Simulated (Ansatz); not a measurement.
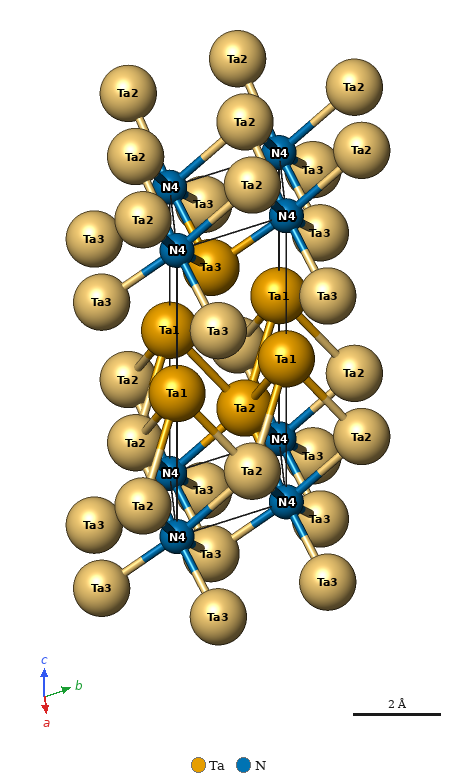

Fig. 1: The input geometry of run A (ball-and-stick view of the cell of the calculation, seen at an oblique angle; neighbours outside the cell are drawn fainter; atoms are numbered from 1 in the order of the input). An atom can appear more than once, as a periodic image. Near neighbours in the periodic cell (some may lie outside the picture): Ta has 3 Ta at 2.74 Å; Ta has 3 N at 2.42 Å and 3 Ta at 2.74 Å; Ta has 3 N at 2.18 Å; N has 6 Ta at 2.18 to 2.42 Å.

## Ta3N: one change and its effect

System: Ta3N (P3m1, 4 atoms in the cell).
Method of run A: DFT PBE, scalar-relativistic, plane waves, PAW, no spin polarisation (Ansatz 0.2.0).

The structure derives from a Materials Project entry. Text and figures count atoms from 1; the logs count them from 0 in places.

### Input, run A
```yaml
crystal:
  lattice:
    - [3.0217748255, 0.0, 0.0]
    - [-1.5108874128, 2.6169337634, 0.0]
    - [0.0, 0.0, 7.5575881873]
  atoms:
    - { symbol: Ta, position: [0.0, 0.0, 0.5] }
    - { symbol: Ta, position: [0.3333333333, 0.6666666667, 0.2212292987] }
    - { symbol: Ta, position: [0.6666666667, 0.3333333333, 0.8264049453] }
    - { symbol: "N", position: [0.0, 0.0, 0.0] }
basis:
  ecutwfc: 420
kpoints:
  mp_grid: { grid: [18, 18, 6] }
hamiltonian:
  xc: pbe
scf:
  occupations: { method: gaussian, width: 0.15 }
output:
  forces: true
  stress: true
  eigenvalues: true
```

Command:
```bash
ansatz run input.yaml --threads 1 --pin off --max-ram 2560MiB --backend cpu --events-out ev --progress --plain --runs-dir out
```

Hardware: 1 thread of AMD EPYC (Zen 5), 32 GiB of memory available, shared host.

### Output, shortened to warnings, some set-up lines, iterations and results (run A)
```
Basis set: ecut = 420 eV, 1189 PW (Γ), exchange–correlation on 48×48×108 points (8 copies of the dense FFT grid, shifted against one another)
Symmetry: 6 space group operations
k-points: 202 of 1944 (time reversal used)
Initial density: superposition of atomic densities (neutral atoms: chi_scale 0, normalization atom), corrected by the library's trained network
[...]
SCF iter   1: F=—  HF=-30181.698475 eV  |F-HF|=—  |Δ(HF+E_count)|=         —  Δρ=1.38e-2  dr2=6.24e-1  ethr=1.77e-3  ⟨swp⟩=4.8  Hψ=22346  notcnv=0
SCF iter   2: F=—  HF=-30181.653146 eV  |F-HF|=—  |Δ(HF+E_count)|=   4.53e-2  Δρ=4.93e-3  dr2=2.86e-2  ethr=1.42e-3  ⟨swp⟩=1.0  Hψ=7072  notcnv=0
SCF iter   3: F=—  HF=-30181.649785 eV  |F-HF|=—  |Δ(HF+E_count)|=   3.36e-3  Δρ=2.76e-3  dr2=4.81e-3  ethr=6.49e-5  ⟨swp⟩=1.0  Hψ=5461  notcnv=0
SCF iter   4: F=—  HF=-30181.648490 eV  |F-HF|=—  |Δ(HF+E_count)|=   1.30e-3  Δρ=4.79e-4  dr2=1.57e-4  ethr=1.09e-5  ⟨swp⟩=2.0  Hψ=6863  notcnv=0
SCF iter   5: F=—  HF=-30181.648450 eV  |F-HF|=—  |Δ(HF+E_count)|=   3.92e-5  Δρ=1.21e-4  dr2=1.62e-5  ethr=3.57e-7  ⟨swp⟩=2.0  Hψ=7452  notcnv=0
SCF iter   6: F=—  HF=-30181.648468 eV  |F-HF|=—  |Δ(HF+E_count)|=   1.78e-5  Δρ=2.69e-5  dr2=1.07e-6  ethr=3.69e-8  ⟨swp⟩=2.0  Hψ=6926  notcnv=0
SCF iter   7: F=-30181.648468 eV  HF=-30181.648468 eV  |F-HF|=4.28e-8  |Δ(HF+E_count)|=   1.52e-7  Δρ=6.63e-6  dr2=6.10e-8  ethr=2.27e-10  ⟨swp⟩=6.3  Hψ=23593  notcnv=0
SCF 1 converged in 7 iterations: F = -30181.648468 eV  dr2 = 6.10e-8
SCF converged after 7 iterations
Free energy (F): -30181.648468 eV
Harris-Foulkes:  -30181.648468 eV  (|F-HF|=4.28e-8)
Internal energy: -30181.603827 eV  (E = F + TS)
E sigma→0 (E₀):  -30181.626147 eV
Entropy (-TS):   -0.044641 eV (-11.160 meV/atom)
Fermi energy:    18.767352 eV
--- Per-component energies (eV) ---
  E_band       = -292.013716
  E_kinetic    = 1228.197978
  E_local      = -1793.607835  (includes V_loc(G=0)·N_el)
  E_nonlocal   = 88.657189
  E_hartree    = 615.606155
  E_xc         = -715.776643
  E_vxc        = -688.953620  (∫ρ·V_xc dr)
  E_paw        = -25316.763585  (= ΣΔE_a)
  E_vpaw       = -357.520501  (= ΣTr[D̂ρ^β])
  E_aug_tail   = 0.000566  (compensation charges beyond the density's cutoff)
  E_ewald      = -4287.917652
  E_smearing   = -0.044641  (= −TS)
  E_closure    = 0.000000  (closes the sum)
  Σ components = -30181.648468   (vs F -30181.648468, Δ=0.00e0)
--- Forces (eV/Å), atoms counted from 1 ---
  atom   1  Ta     0.00000000    -0.00000000     2.57543257
  atom   2  Ta     0.00000000     0.00000000    -4.68651482
  atom   3  Ta    -0.00000000    -0.00000000     0.83931823
  atom   4  N     -0.00000000    -0.00000000     1.27166823
  max |Σ_I F_I| component: 9.58e-5 eV/Å
--- Stress (GPa, compression-positive) ---
        3.113142       0.000000       0.000000
        0.000000       3.113142      -0.000000
       -0.000000      -0.000000       0.520596
  P = ⅓ Tr σ = 2.2490 GPa (22.490 kbar)
```

The input of run B differs as follows (lines with − go, lines with + come):
```diff
-    - { symbol: Ta, position: [0.3333333333, 0.6666666667, 0.2212292987] }
+    - { symbol: Ta, position: [0.3333333333, 0.6666666667, 0.1497779327] }
```

How does run B compare with run A?

With the same functional and potentials, run B lies 174.5 meV per atom lower. The pressure goes from 2.25 to 5.40 GPa. The largest force goes from 4.687 to 2.836 eV/Å. The number of SCF iterations is the same.

### Output, shortened to warnings, some set-up lines, iterations and results (run B)
```
Basis set: ecut = 420 eV, 1189 PW (Γ), exchange–correlation on 48×48×108 points (8 copies of the dense FFT grid, shifted against one another)
Symmetry: 6 space group operations
k-points: 202 of 1944 (time reversal used)
Initial density: superposition of atomic densities (neutral atoms: chi_scale 0, normalization atom), corrected by the library's trained network
[...]
SCF iter   1: F=—  HF=-30182.350760 eV  |F-HF|=—  |Δ(HF+E_count)|=         —  Δρ=7.08e-3  dr2=2.54e-2  ethr=1.77e-3  ⟨swp⟩=4.9  Hψ=22621  notcnv=0
SCF iter   2: F=—  HF=-30182.347950 eV  |F-HF|=—  |Δ(HF+E_count)|=   2.81e-3  Δρ=4.24e-3  dr2=8.49e-3  ethr=5.77e-5  ⟨swp⟩=1.0  Hψ=7070  notcnv=0
SCF iter   3: F=—  HF=-30182.346588 eV  |F-HF|=—  |Δ(HF+E_count)|=   1.36e-3  Δρ=1.02e-3  dr2=9.72e-4  ethr=1.93e-5  ⟨swp⟩=2.5  Hψ=6938  notcnv=0
SCF iter   4: F=—  HF=-30182.346404 eV  |F-HF|=—  |Δ(HF+E_count)|=   1.84e-4  Δρ=2.96e-4  dr2=4.35e-5  ethr=2.21e-6  ⟨swp⟩=2.0  Hψ=6603  notcnv=0
SCF iter   5: F=—  HF=-30182.346413 eV  |F-HF|=—  |Δ(HF+E_count)|=   8.43e-6  Δρ=6.45e-5  dr2=2.83e-6  ethr=9.88e-8  ⟨swp⟩=2.0  Hψ=7081  notcnv=0
SCF iter   6: F=—  HF=-30182.346413 eV  |F-HF|=—  |Δ(HF+E_count)|=   2.27e-7  Δρ=1.73e-5  dr2=2.69e-7  ethr=6.42e-9  ⟨swp⟩=2.0  Hψ=7367  notcnv=0
SCF iter   7: F=-30182.346413 eV  HF=-30182.346413 eV  |F-HF|=1.60e-8  |Δ(HF+E_count)|=   1.05e-8  Δρ=4.41e-6  dr2=2.42e-8  ethr=2.27e-10  ⟨swp⟩=5.1  Hψ=18937  notcnv=0
SCF 1 converged in 7 iterations: F = -30182.346413 eV  dr2 = 2.42e-8
SCF converged after 7 iterations
Free energy (F): -30182.346413 eV
Harris-Foulkes:  -30182.346413 eV  (|F-HF|=1.60e-8)
Internal energy: -30182.313151 eV  (E = F + TS)
E sigma→0 (E₀):  -30182.329782 eV
Entropy (-TS):   -0.033262 eV (-8.315 meV/atom)
Fermi energy:    18.906026 eV
--- Per-component energies (eV) ---
  E_band       = -302.834039
  E_kinetic    = 1232.627519
  E_local      = -2041.907107  (includes V_loc(G=0)·N_el)
  E_nonlocal   = 88.380727
  E_hartree    = 733.504568
  E_xc         = -716.765659
  E_vxc        = -690.298388  (∫ρ·V_xc dr)
  E_paw        = -25317.533331  (= ΣΔE_a)
  E_vpaw       = -358.643618  (= ΣTr[D̂ρ^β])
  E_aug_tail   = 0.000548  (compensation charges beyond the density's cutoff)
  E_ewald      = -4160.620415
  E_smearing   = -0.033262  (= −TS)
  E_closure    = -0.000000  (closes the sum)
  Σ components = -30182.346413   (vs F -30182.346413, Δ=0.00e0)
--- Forces (eV/Å), atoms counted from 1 ---
  atom   1  Ta    -0.00000000     0.00000000    -0.91832188
  atom   2  Ta     0.00000000     0.00000000     2.83551306
  atom   3  Ta    -0.00000000    -0.00000000    -0.48532748
  atom   4  N     -0.00000000    -0.00000000    -1.43178550
  max |Σ_I F_I| component: 7.82e-5 eV/Å
--- Stress (GPa, compression-positive) ---
        7.266566       0.000000      -0.000000
        0.000000       7.266566       0.000000
        0.000000       0.000000       1.678438
  P = ⅓ Tr σ = 5.4039 GPa (54.039 kbar)
```

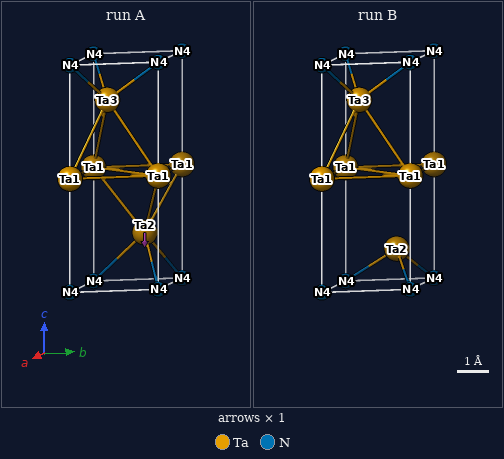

Fig. 2: The two input geometries at one scale (ball-and-stick view of the cell of the calculation, seen slightly off an axis). The pink arrows on the first give the shifts of the atoms relative to the cell, at true length. The largest move is that of Ta2, 0.54 Å. N stays in place. The cell stays as it was. Among the contacts that change: Ta2–Ta3 3.457 → 3.003 Å, Ta1–Ta2 2.735 → 3.170 Å, Ta2–N4 2.416 → 2.080 Å.

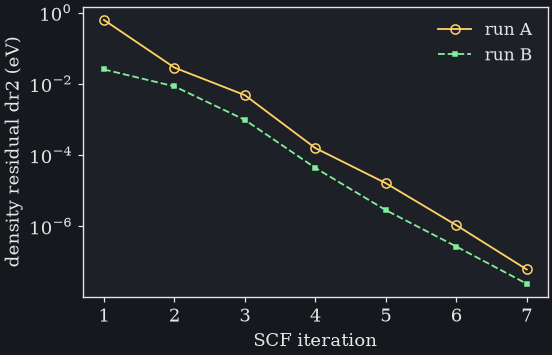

Fig. 3: Convergence of the two runs: density residual dr2 against the SCF iteration. Run A takes 7 iterations in all, and run B takes 7.

### The two runs side by side

| quantity | run A | run B |
| --- | --- | --- |
| outcome | converged | converged |
| free energy per atom (eV) | −7545.4121 | −7545.5866 |
| energy per atom, smearing taken to zero (eV) | −7545.4065 | −7545.5824 |
| gap on the mesh (eV) | 0.00 | 0.00 |
| pressure (GPa) | 2.25 | 5.40 |
| largest force (eV/Å) | 4.687 | 2.836 |
| SCF iterations | 7 | 7 |
| irreducible k-points | 202 | 202 |
| plane waves at Γ | 1189 | 1189 |
| wall time (shared host) | 6.2 s | 6.4 s |

For both runs: Spin–orbit coupling is left out, which matters for Ta.
